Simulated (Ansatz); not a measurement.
ZnSe: single-point calculation

ZnSe (32 atoms in the cell), computed with DFT, PBE, plane waves, PAW, no spin polarisation (Ansatz 0.2.0).

The structure derives from a Materials Project entry. It belongs to a series of runs on one base structure; here: the perfect crystal in a cell of 32 atoms.

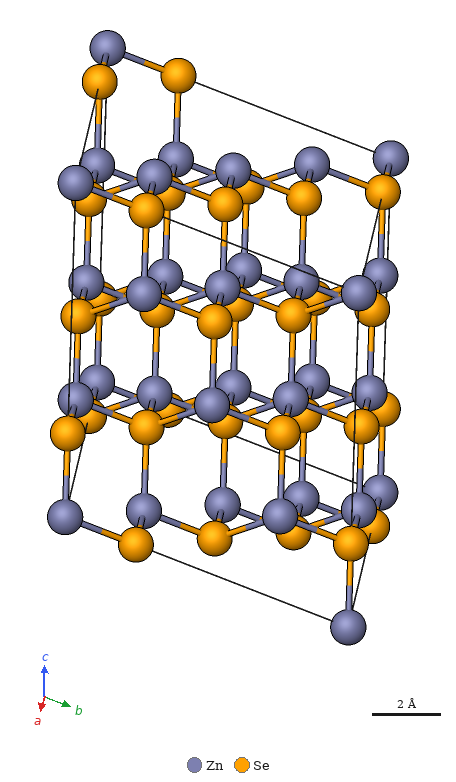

Fig. 1: The structure as given in the input (ball-and-stick view of the cell of the calculation, seen at an oblique angle). Near neighbours in the crystal (not all of them lie inside the picture): Zn has 4 Se at 2.48 Å; Se has 4 Zn at 2.48 Å.

Results in brief

```tsv
quantity	value
outcome	converged
space group (tolerance 0.01 Å)	F-43m (216)
electrons treated	448
free energy	−140632.6140 eV
Fermi energy	7.413 eV
gap on the k-point mesh	2.97 eV
pressure	0.05 GPa
largest force (length of the vector)	under 0.001 eV/Å
hardware	4 threads of AMD EPYC (Zen 3), 189 GiB of memory available, shared host
wall time	51 s (CPU time 1.9 min)
peak memory	2.2 GiB
```

Remarks

Settings chosen away from the usual ones: the perfect crystal in a cell of 32 atoms. These settings are looser than, or depart from, a standard set-up, so the numbers are not reference values for this system.

Input
```yaml
crystal:
  lattice:
    - [5.7317611782, 5.7317611782, 5.7317611782]
    - [5.7317611782, -5.7317611782, -5.7317611782]
    - [-5.7317611782, 5.7317611782, -5.7317611782]
  atoms:
    - { symbol: Zn, position: [0.25, 0.5, 0.25] }
    - { symbol: Zn, position: [0.5, 0.5, 0.0] }
    - { symbol: Zn, position: [0.25, 0.25, 0.5] }
    - { symbol: Zn, position: [0.75, 0.5, 0.75] }
    - { symbol: Zn, position: [0.5, 0.25, 0.25] }
    - { symbol: Zn, position: [0.0, 0.5, 0.5] }
    - { symbol: Zn, position: [0.75, 0.25, 0.0] }
    - { symbol: Zn, position: [0.25, 0.0, 0.75] }
    - { symbol: Zn, position: [0.5, 0.0, 0.5] }
    - { symbol: Zn, position: [0.0, 0.25, 0.75] }
    - { symbol: Zn, position: [0.25, 0.75, 0.0] }
    - { symbol: Zn, position: [0.75, 0.0, 0.25] }
    - { symbol: Zn, position: [0.0, 0.0, 0.0] }
    - { symbol: Zn, position: [0.5, 0.75, 0.75] }
    - { symbol: Zn, position: [0.75, 0.75, 0.5] }
    - { symbol: Zn, position: [0.0, 0.75, 0.25] }
    - { symbol: Se, position: [0.25, 0.75, 0.25] }
    - { symbol: Se, position: [0.5, 0.75, 0.0] }
    - { symbol: Se, position: [0.25, 0.5, 0.5] }
    - { symbol: Se, position: [0.75, 0.75, 0.75] }
    - { symbol: Se, position: [0.5, 0.5, 0.25] }
    - { symbol: Se, position: [0.0, 0.75, 0.5] }
    - { symbol: Se, position: [0.75, 0.5, 0.0] }
    - { symbol: Se, position: [0.25, 0.25, 0.75] }
    - { symbol: Se, position: [0.5, 0.25, 0.5] }
    - { symbol: Se, position: [0.0, 0.5, 0.75] }
    - { symbol: Se, position: [0.25, 0.0, 0.0] }
    - { symbol: Se, position: [0.75, 0.25, 0.25] }
    - { symbol: Se, position: [0.0, 0.25, 0.0] }
    - { symbol: Se, position: [0.5, 0.0, 0.75] }
    - { symbol: Se, position: [0.75, 0.0, 0.5] }
    - { symbol: Se, position: [0.0, 0.0, 0.25] }
basis:
  ecutwfc: 420
  xc_grid: 2
kpoints:
  mp_grid: { grid: [2, 2, 2], shift: [0.5, 0.5, 0.5] }
hamiltonian:
  xc: pbe
scf:
  occupations: { method: gaussian, width: 0.01 }
output:
  forces: true
  stress: true
  eigenvalues: true
```

Run as:
```bash
ansatz run input.yaml --threads 4 --pin off --max-ram 8192MiB --backend cpu --events-out ev --progress --plain --runs-dir out
```

What the program printed
```
Engine: ansatz 0.2.0, x86_64-unknown-linux-gnu
Pseudopotentials: kind: paw
Pseudopotential: Zn, paw, valence charge 12, recommended cutoff 420 eV (normal), Zn.paw.azcp
Pseudopotential: Se, paw, valence charge 16, recommended cutoff 420 eV (normal), Se.paw.azcp
Functional definition: PBE
  parameter kappa = 0.804
  parameter beta = 0.06672455060314922
  exchange = pbe_x(kappa = kappa, mu = beta*pi^2/3)
  correlation = pbe_c(beta = beta)
Crystal: 32 atoms, lattice volume = 753.224 Å³
Basis set: ecut = 420 eV, 14771 PW (Γ), exchange–correlation on 144×144×144 points (8 copies of the dense FFT grid, shifted against one another)
Bands: 269, of which v1, the nominal top of the filled ones, is band 224 counted from 1 (223 counted from 0)
Symmetry: 384 space group operations
Space group: F-43m (ITA 216), of the structure as read, at distance tolerance 9.1e-5 Å
k-points: 2 of 8 (time reversal used)
Non-local potential: Zn, projectors of the file, l = 0: 2, l = 1: 2, l = 2: 3, l = 3: 1
Non-local potential: Se, projectors of the file, l = 0: 2, l = 1: 2, l = 2: 3, l = 3: 1
PAW form: soft (Blöchl's): semilocal exchange-correlation on the pseudo side does not see the compensation charge
PAW one-centre angular grid: Zn, 590 points (default); XC on 64 Gauss nodes
PAW one-centre angular grid: Se, 590 points (default); XC on 64 Gauss nodes
Initial density: superposition of atomic densities (neutral atoms: chi_scale 0, normalization atom), corrected by the library's trained network
Initial wavefunctions: pseudopotential atomic-orbital guess
Functional: x = pbe(κ = 0.804, μ = 0.2195149727645171), c = pbe(β = 0.06672455060314922)
SCF iter   1: F=—  HF=-140632.616284 eV  |F-HF|=—  |Δ(HF+E_count)|=         —  Δρ=8.77e-4  dr2=9.88e-3  ethr=1.77e-3  ⟨swp⟩=6.0  Hψ=2028  notcnv=0  defer=13
preconditioner: auto → Resta (q_TF=auto, 2.502 Å⁻¹)  ε∞=5.5  [insulator: Δε(μ)=2.971 eV  Ē_g=10.805 eV  σ=0.010 eV  W_gap=1.00  n_scr=200 (ndim 8)  ℏωp=23.0 eV  f_vac=0.130  D(μ)=0.00/eV (n_scr^D=0)  ε∞_Penn≈5.5]
SCF iter   2: F=—  HF=-140632.613849 eV  |F-HF|=—  |Δ(HF+E_count)|=   2.43e-3  Δρ=4.73e-4  dr2=2.46e-3  ethr=2.20e-6  ⟨swp⟩=2.0  Hψ=810  notcnv=0  defer=80
SCF iter   3: F=—  HF=-140632.614124 eV  |F-HF|=—  |Δ(HF+E_count)|=   2.75e-4  Δρ=2.34e-4  dr2=3.46e-4  ethr=5.49e-7  ⟨swp⟩=2.0  Hψ=755  notcnv=0  defer=62
automatic band count: iteration 3 solves 260 bands in place of 269: the levels show a gap, and the empty bands left out lie too high to hold charge; the band table lists the bands solved (type scf.n_extra_bands for more)
SCF iter   4: F=—  HF=-140632.614076 eV  |F-HF|=—  |Δ(HF+E_count)|=   4.81e-5  Δρ=9.20e-5  dr2=6.93e-5  ethr=7.71e-8  ⟨swp⟩=2.0  Hψ=741  notcnv=0  defer=62
SCF iter   5: F=—  HF=-140632.613995 eV  |F-HF|=—  |Δ(HF+E_count)|=   8.03e-5  Δρ=3.98e-5  dr2=1.51e-5  ethr=1.55e-8  ⟨swp⟩=2.0  Hψ=746  notcnv=0  defer=62
SCF iter   6: F=—  HF=-140632.614023 eV  |F-HF|=—  |Δ(HF+E_count)|=   2.78e-5  Δρ=1.12e-5  dr2=9.25e-7  ethr=3.38e-9  ⟨swp⟩=2.0  Hψ=746  notcnv=0  defer=62
SCF iter   7: F=-140632.614025 eV  HF=-140632.614025 eV  |F-HF|=7.33e-8  |Δ(HF+E_count)|=   2.03e-6  Δρ=2.83e-6  dr2=4.63e-8  ethr=2.23e-11  ⟨swp⟩=7.5  Hψ=2206  notcnv=0
SCF 1 converged in 7 iterations: F = -140632.614025 eV  dr2 = 4.63e-8
  greatest PAW one-centre occupation: 1.000 electrons in one spin orbital (limit 2), on the Se atom at site 31 (counted from 0), in its partial waves of l = 2
```

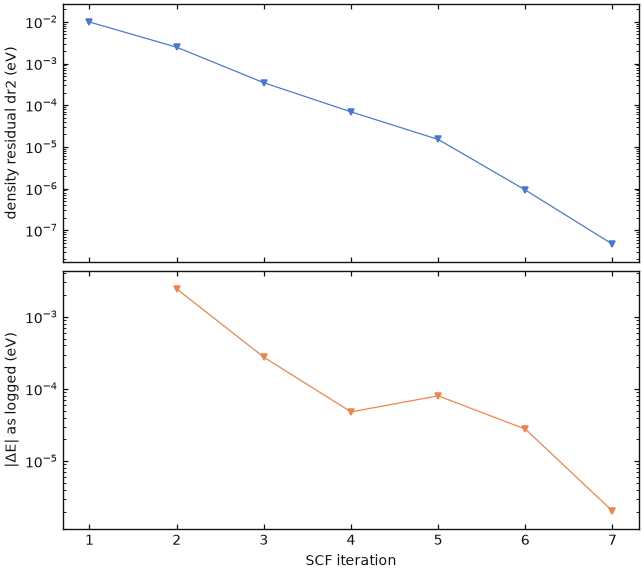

Fig. 2: Convergence of the self-consistent field: density residual dr2 and size of the energy change against the SCF iteration. The residual falls at every step.

```
SCF converged after 7 iterations
Free energy (F): -140632.614025 eV
Harris-Foulkes:  -140632.614025 eV  (|F-HF|=7.33e-8)
Internal energy: -140632.614025 eV  (E = F + TS)
E sigma→0 (E₀):  -140632.614025 eV
Fermi energy:    7.413243 eV
--- Per-component energies (eV) ---
  E_band       = -6265.711893
  E_kinetic    = 3989.491778
  E_local      = -71063.471256  (includes V_loc(G=0)·N_el)
  E_nonlocal   = 298.800707
  E_hartree    = 32882.937888
  E_xc         = -3856.618284
  E_vxc        = -2394.670042  (∫ρ·V_xc dr)
  E_paw        = -59835.984932  (= ΣΔE_a)
  E_vpaw       = -2861.709176  (= ΣTr[D̂ρ^β])
  E_aug_tail   = -0.014960  (compensation charges beyond the density's cutoff)
  E_ewald      = -43047.754967
  E_smearing   = -0.000000  (= −TS)
  E_closure    = -0.000000  (closes the sum)
  Σ components = -140632.614025   (vs F -140632.614025, Δ=0.00e0)
--- Forces (eV/Å), atoms counted from 1 ---
  atom   1  Zn    -0.00000000     0.00000000     0.00000000
  atom   2  Zn     0.00000000    -0.00000000     0.00000000
  atom   3  Zn    -0.00000000     0.00000000    -0.00000000
  atom   4  Zn    -0.00000000    -0.00000000     0.00000000
  atom   5  Zn     0.00000000    -0.00000000     0.00000000
  atom   6  Zn    -0.00000000     0.00000000     0.00000000
  atom   7  Zn    -0.00000000    -0.00000000    -0.00000000
  atom   8  Zn    -0.00000000     0.00000000     0.00000000
  atom   9  Zn    -0.00000000    -0.00000000    -0.00000000
  atom  10  Zn    -0.00000000     0.00000000    -0.00000000
  atom  11  Zn    -0.00000000     0.00000000     0.00000000
  atom  12  Zn    -0.00000000    -0.00000000    -0.00000000
  atom  13  Zn    -0.00000000     0.00000000    -0.00000000
  atom  14  Zn     0.00000000    -0.00000000    -0.00000000
  atom  15  Zn    -0.00000000    -0.00000000    -0.00000000
  atom  16  Zn    -0.00000000     0.00000000    -0.00000000
  atom  17  Se    -0.00000000     0.00000000    -0.00000000
  atom  18  Se     0.00000000     0.00000000    -0.00000000
  atom  19  Se     0.00000000    -0.00000000    -0.00000000
  atom  20  Se    -0.00000000     0.00000000    -0.00000000
  atom  21  Se     0.00000000     0.00000000    -0.00000000
  atom  22  Se     0.00000000     0.00000000    -0.00000000
  atom  23  Se     0.00000000     0.00000000    -0.00000000
  atom  24  Se    -0.00000000     0.00000000    -0.00000000
  atom  25  Se     0.00000000    -0.00000000    -0.00000000
  atom  26  Se     0.00000000    -0.00000000    -0.00000000
  atom  27  Se    -0.00000000     0.00000000    -0.00000000
  atom  28  Se    -0.00000000    -0.00000000    -0.00000000
  atom  29  Se     0.00000000    -0.00000000    -0.00000000
  atom  30  Se     0.00000000     0.00000000    -0.00000000
  atom  31  Se    -0.00000000     0.00000000    -0.00000000
  atom  32  Se     0.00000000     0.00000000    -0.00000000
  max |Σ_I F_I| component: 4.70e-24 eV/Å
--- Stress (GPa, compression-positive) ---
        0.045632      -0.000000       0.000000
        0.000000       0.045632      -0.000000
       -0.000000      -0.000000       0.045632
  P = ⅓ Tr σ = 0.0456 GPa (0.456 kbar)
--- Band table (eV) ---
  k-point 0: bands = ["-40.4602", "-40.4602", "-40.4602", "-40.4602", "-40.4602", "-40.4602", "-40.4602", "-40.4602", "-40.4602", "-40.4602", "-40.4602", "-40.4602", "-40.4601", "-40.4601", "-40.4601", "-40.4601", "-40.4601", "-40.4601", "-40.4601", "-40.4601", "-40.4601", "-40.4601", "-40.4601", "-40.4601", "-40.4599", "-40.4599", "-40.4599", "-40.4599", "-40.4599", "-40.4599", "-40.4599", "-40.4599", "-40.4599", "-40.4599", "-40.4599", "-40.4599", "-40.4599", "-40.4599", "-40.4599", "-40.4599",
      "-40.4599", "-40.4599", "-40.4599", "-40.4599", "-40.4599", "-40.4599", "-40.4599", "-40.4599", "-40.4563", "-40.4563", "-40.4563", "-40.4563", "-40.4563", "-40.4563", "-40.4563", "-40.4563", "-40.4563", "-40.4563", "-40.4563", "-40.4563", "-40.4563", "-40.4563", "-40.4563", "-40.4563", "-40.4563", "-40.4563", "-40.4563", "-40.4563", "-40.4562", "-40.4562", "-40.4562", "-40.4562", "-40.4562", "-40.4562", "-40.4562", "-40.4562", "-40.4562", "-40.4562", "-40.4562", "-40.4562",
      "-6.3902", "-6.3902", "-6.3902", "-6.3902", "-5.8793", "-5.8793", "-5.8793", "-5.8793", "-5.8793", "-5.8793", "-5.8793", "-5.8793", "-5.8793", "-5.8793", "-5.8793", "-5.8793", "-0.0522", "-0.0522", "-0.0522", "-0.0522", "-0.0522", "-0.0522", "-0.0522", "-0.0522", "-0.0321", "-0.0321", "-0.0321", "-0.0321", "-0.0146", "-0.0146", "-0.0146", "-0.0146", "-0.0146", "-0.0146", "-0.0146", "-0.0146", "-0.0146", "-0.0146", "-0.0146", "-0.0146",
      "0.0574", "0.0574", "0.0574", "0.0574", "0.0574", "0.0574", "0.0574", "0.0574", "0.0574", "0.0574", "0.0574", "0.0574", "0.1534", "0.1534", "0.1534", "0.1534", "0.1534", "0.1534", "0.1534", "0.1534", "0.1534", "0.1534", "0.1534", "0.1534", "0.2422", "0.2422", "0.2422", "0.2422", "0.2422", "0.2422", "0.2422", "0.2422", "0.2668", "0.2668", "0.2668", "0.2668", "0.2668", "0.2668", "0.2668", "0.2668",
      "0.2668", "0.2668", "0.2668", "0.2668", "0.3759", "0.3759", "0.3759", "0.3759", "0.3759", "0.3759", "0.3759", "0.3759", "0.3759", "0.3759", "0.3759", "0.3759", "1.8814", "1.8814", "1.8814", "1.8814", "1.8814", "1.8814", "1.8814", "1.8814", "1.8814", "1.8814", "1.8814", "1.8814", "3.3642", "3.3642", "3.3642", "3.3642", "4.0041", "4.0041", "4.0041", "4.0041", "4.0041", "4.0041", "4.0041", "4.0041",
      "4.0041", "4.0041", "4.0041", "4.0041", "4.8216", "4.8216", "4.8216", "4.8216", "4.8216", "4.8216", "4.8216", "4.8216", "4.8216", "4.8216", "4.8216", "4.8216", "5.8745", "5.8745", "5.8745", "5.8745", "5.8745", "5.8745", "5.8745", "5.8745", "8.9827", "8.9827", "8.9827", "8.9827", "10.0658", "10.0658", "10.0658", "10.0658", "10.0658", "10.0658", "10.0658", "10.0658", "10.0658", "10.0658", "10.0658", "10.0658",
      "11.8426", "11.8426", "11.8426", "11.8426", "11.8426", "11.8426", "11.8426", "11.8426", "11.8426", "11.8426", "11.8426", "11.8426", "12.7529", "12.7529", "12.7529", "12.7529", "12.7529", "12.7529", "12.7529", "12.7529"]
  k-point 1: bands = ["-40.4603", "-40.4602", "-40.4602", "-40.4602", "-40.4602", "-40.4602", "-40.4602", "-40.4602", "-40.4601", "-40.4601", "-40.4601", "-40.4601", "-40.4601", "-40.4601", "-40.4601", "-40.4601", "-40.4601", "-40.4601", "-40.4600", "-40.4600", "-40.4600", "-40.4600", "-40.4600", "-40.4600", "-40.4600", "-40.4600", "-40.4600", "-40.4600", "-40.4600", "-40.4600", "-40.4600", "-40.4600", "-40.4600", "-40.4600", "-40.4600", "-40.4600", "-40.4600", "-40.4600", "-40.4599", "-40.4599",
      "-40.4599", "-40.4599", "-40.4599", "-40.4599", "-40.4599", "-40.4599", "-40.4598", "-40.4598", "-40.4563", "-40.4563", "-40.4563", "-40.4563", "-40.4563", "-40.4563", "-40.4563", "-40.4563", "-40.4563", "-40.4563", "-40.4563", "-40.4563", "-40.4563", "-40.4562", "-40.4562", "-40.4562", "-40.4562", "-40.4562", "-40.4562", "-40.4562", "-40.4562", "-40.4562", "-40.4562", "-40.4562", "-40.4562", "-40.4562", "-40.4562", "-40.4562", "-40.4562", "-40.4562", "-40.4562", "-40.4562",
      "-6.6023", "-6.2002", "-6.2002", "-6.2002", "-6.2002", "-6.0041", "-6.0041", "-6.0041", "-6.0041", "-5.9127", "-5.8223", "-5.8223", "-5.8223", "-5.8223", "-5.7454", "-5.7454", "-0.1039", "-0.0713", "-0.0713", "-0.0643", "-0.0516", "-0.0516", "-0.0516", "-0.0516", "-0.0149", "-0.0149", "-0.0131", "-0.0131", "-0.0131", "-0.0131", "-0.0052", "-0.0052", "-0.0052", "-0.0052", "-0.0037", "-0.0037", "-0.0037", "-0.0037", "0.0103", "0.0103",
      "0.0103", "0.0103", "0.0254", "0.0254", "0.0254", "0.0254", "0.0537", "0.0537", "0.0537", "0.0537", "0.0918", "0.0918", "0.1095", "0.1095", "0.1525", "0.1525", "0.2056", "0.2056", "0.2056", "0.2056", "0.2172", "0.2172", "0.2172", "0.2172", "0.2298", "0.2298", "0.2298", "0.2298", "0.2317", "0.2390", "0.2390", "0.2390", "0.2390", "0.2458", "0.2458", "0.2458", "0.2458", "0.2484", "0.2646", "0.2646",
      "0.2646", "0.2646", "0.2695", "0.2695", "0.2796", "0.2837", "0.3080", "0.3080", "0.3080", "0.3080", "0.4317", "0.4317", "0.4317", "0.4317", "0.4638", "0.4638", "1.7384", "1.7384", "1.7384", "1.7384", "1.7568", "1.7568", "1.8868", "1.8868", "1.8868", "1.8868", "2.2848", "3.0163", "3.0163", "3.0163", "3.0163", "3.4872", "3.4872", "3.4872", "3.4872", "3.9695", "3.9695", "4.0246", "4.0246", "4.5014",
      "4.5014", "4.6669", "4.6669", "4.6669", "4.6669", "4.6870", "4.6870", "4.6870", "4.6870", "4.7388", "4.7388", "4.7388", "4.7388", "5.0117", "5.4503", "5.4503", "5.4503", "5.4503", "5.4843", "5.4843", "5.4843", "5.4843", "5.9259", "5.9259", "8.9006", "9.6105", "9.6105", "9.6105", "9.6105", "9.6227", "10.0541", "10.2441", "10.2441", "10.3220", "10.3220", "10.3220", "10.3220", "10.5656", "10.5656", "10.9065",
      "10.9065", "10.9065", "10.9065", "11.2212", "11.2212", "11.2212", "11.2212", "11.4100", "12.2791", "12.2791", "12.2791", "12.2791", "12.3964", "12.3964", "12.3964", "12.3964", "12.7760", "12.7760", "13.0067", "13.0067"]
```
